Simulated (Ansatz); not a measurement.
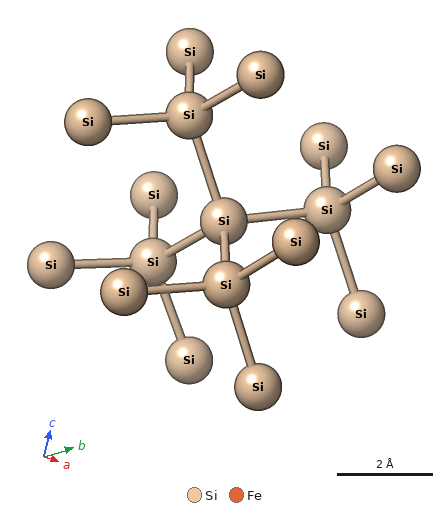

Starting structure of a defect cell of composition Si128Fe. The picture is a ball-and-stick view of the atoms within 4.2 Å of the atom that moves most (axes of the cell of the calculation), seen slightly off an axis.

Computed with DFT, PBEsol, PAW, plane waves in Ansatz.

Set-up: plane-wave cutoff 420 eV; k-point mesh 1 × 1 × 1; mesh shifted by (0.25, 0.25, 0.25); collinear spin; atoms relaxed in a fixed cell; force threshold 0.03 eV/Å; at most 80 steps.

```xyz
129
Lattice="0.0000 10.8656 10.8656 10.8656 0.0000 10.8656 10.8656 10.8656 0.0000" Properties=species:S:1:pos:R:3 pbc="T T T"
Si   10.8777    0.0224   10.8651
Si    0.0096    5.4293    5.4332
Si    5.4337   10.8803   16.2623
Si   16.2971   16.3016   21.7208
Si    5.4386    5.4238    5.4331
Si    5.4047    5.4743   10.8588
Si   16.2956   10.9018   16.3078
Si    5.4274   10.8748   10.8500
Si   10.8826   16.3053   16.2940
Si   10.8746    5.4248   10.8841
Si   10.8615   10.8347    5.4830
Si   10.8741   10.8774   10.8412
Si   10.8425   10.8623   16.3056
Si   10.8613   16.2774   10.8593
Si   16.3319   10.8920   10.8574
Si   16.3018   16.2931   16.2883
Si    1.3583    1.3735    1.3807
Si    1.3463    6.7721    6.7931
Si    6.7936    1.3300    6.7814
Si    6.7930    6.7899    1.3617
Si    6.8051    6.7809    6.7741
Si    6.7957    6.7990   12.2292
Si    6.8218   12.1743    6.8227
Si    6.7892   12.2469   12.2376
Si   12.2452    6.7982    6.7784
Si   12.1984    6.8070   12.2233
Si   12.2037   12.2197    6.8055
Si   12.2469   12.1986   12.2366
Si   12.2448   12.2335   17.6480
Si   12.2417   17.6777   12.2660
Si   17.6444   12.2456   12.2068
Si   17.6296   17.6063   17.6121
Si    2.7266    2.7282    0.0366
Si    2.7232    2.7468    5.4662
Si    2.7386    8.1694    5.4486
Si    2.7126    8.1678   10.8327
Si    8.1555    2.7237    5.4333
Si   19.0053   13.5604   10.9200
Si    8.1779    8.1893    0.0164
Si    8.1710    8.1507    5.4590
Si    8.1933    8.1620   10.8548
Si    8.1303    8.1532   16.2821
Si   19.0088   13.5470   16.2692
Si    8.1581   13.6260   10.8954
Si   13.5277    8.1431    5.4091
Si   13.5734    8.1614   10.8676
Si   13.5721   13.5777   10.8828
Si   13.6050   13.5756   16.3069
Si    4.0987    4.0609    1.3617
Si    4.0823    4.0914    6.8216
Si    4.0548    9.4908    6.8174
Si    4.0410    9.5104   12.1935
Si    9.5270    4.0768    6.7644
Si    9.5125    4.0701   12.2324
Si    9.4702    9.5121    1.3593
Si    9.4999    9.4914    6.8041
Si    9.4918    9.5155   12.1998
Si    9.4892    9.5153   17.6328
Si    9.5452   14.9055    6.7927
Si    9.4988   14.9232   12.2270
Si   14.8764    9.4687    6.7941
Si   14.9209    9.5433   12.2234
Si   14.9573   14.9264   12.2020
Si   14.9369   14.9408   17.6601
Si   13.5626   10.9003    2.7333
Si   13.5803    5.4307   13.5251
Si    2.7181    5.4404    8.1524
Si    2.7402   10.8587    8.1657
Si   18.9997   10.8992    8.1872
Si    8.1496   16.2830   13.5687
Si    8.1564    5.4551    8.1399
Si   18.9962   16.3291   13.6111
Si    8.1561   10.8481    2.7092
Si    8.1342   10.8590    8.1833
Si    8.1787   10.8885   13.5665
Si    8.1596   16.2919    8.1816
Si   13.5863    5.4483    8.1580
Si   13.5773   10.8719    8.1513
Si   13.6180   10.8457   13.6019
Si   13.5721   16.3162   13.5726
Si    4.0849    1.3609    4.0615
Si    4.0855    6.7898    4.0530
Si    4.0960    6.8099    9.5401
Si    4.0874   12.2171    9.5354
Si    9.5282    1.3657    9.4952
Si    9.5164    6.8067    4.0529
Si    9.4691    6.8258    9.5167
Si    9.4675    6.7887   14.9421
Si    9.5113   12.2369    4.0880
Si    9.4990   12.2486    9.5059
Si    9.5315   12.2214   14.9330
Si    9.5118   17.6693    9.5076
Si   14.9286    6.7958    9.5167
Si   14.9494   12.2438    9.4995
Si   14.9604   12.1836   14.9374
Si   14.9174   17.6545   14.9672
Si   10.8596   13.6034    2.7490
Si   10.9015   19.0000    8.1798
Si    5.4390    2.7120    2.7574
Si    5.4168    2.7232    8.1238
Si    5.4297    8.1524    2.7326
Si    5.4074    8.1428    8.1221
Si   16.2947   19.0192   13.6196
Si   16.3009   13.6017   19.0026
Si   10.8398    2.7060    8.1521
Si   10.8419    8.1577    2.7406
Si   10.8516    8.1866    8.1501
Si   10.8520    8.1225   13.5636
Si   10.8573   13.5884    8.1709
Si   10.8781   13.5781   13.5618
Si   16.3285   19.0264   19.0004
Si   16.3085   13.5757   13.5772
Si    1.3470    4.0686    4.1044
Si    1.4117    9.4893    9.5251
Si    6.8135    4.0869    4.0837
Si    6.7909    4.0636    9.5320
Si    6.7799    9.4845    4.1122
Si    6.8123    9.5437    9.5115
Si    6.7673    9.5042   14.9724
Si    6.7884   14.9351    9.4786
Si   12.2310    4.0835    9.4927
Si   12.2263    9.5296    4.0338
Si   12.1843    9.4869    9.4658
Si   12.2302    9.5092   14.9244
Si   12.2387   14.9430    9.5227
Si   12.2296   14.9631   14.9288
Si   17.6789    9.4965    9.4863
Si   17.6495   14.9400   14.9010
Fe   12.2376   12.2462    9.4786
```

**Where does the relaxation end?**

The atom that moves furthest is Si61 (0.083 Å roughly along [−2 1 3]). Largest moves by element: Si 0.083 Å, Fe 0.045 Å. The cell doesn't change. Near-neighbour distances that change, for instance: Si3–Si61 2.443 → 2.351 Å, Si93–Si111 2.394 → 2.350 Å, Si25–Si45 2.308 → 2.351 Å, Si111–Si127 2.331 → 2.354 Å. Bond angles that change, for instance: Si61–Si111–Si93 106.4° → 109.6°, Si25–Si45–Si122 112.6° → 109.7°, Si45–Si61–Si78 111.2° → 108.8°. After 4 geometry steps the energy has fallen by 1.128 eV per cell of the calculation. The largest force component goes from 0.93 to 0.0074 eV/Å. Cost: 10 s on 1 × NVIDIA GB200 with 8 threads of Arm Neoverse-V2, peak memory 2.6 GiB.

Step by step:

| step | E − E(0), meV/atom | largest force component, eV/Å |
| --- | --- | --- |
| 0 | 0.00 | 0.9328 |
| 1 | -8.08 | 0.2919 |
| 2 | -8.74 | 0.0521 |
| 3 | -8.74 | 0.0325 |
| 4 | -8.75 | 0.0074 |

After the run, drawn alike:

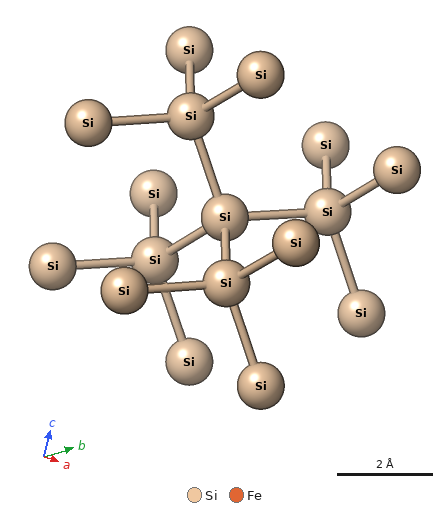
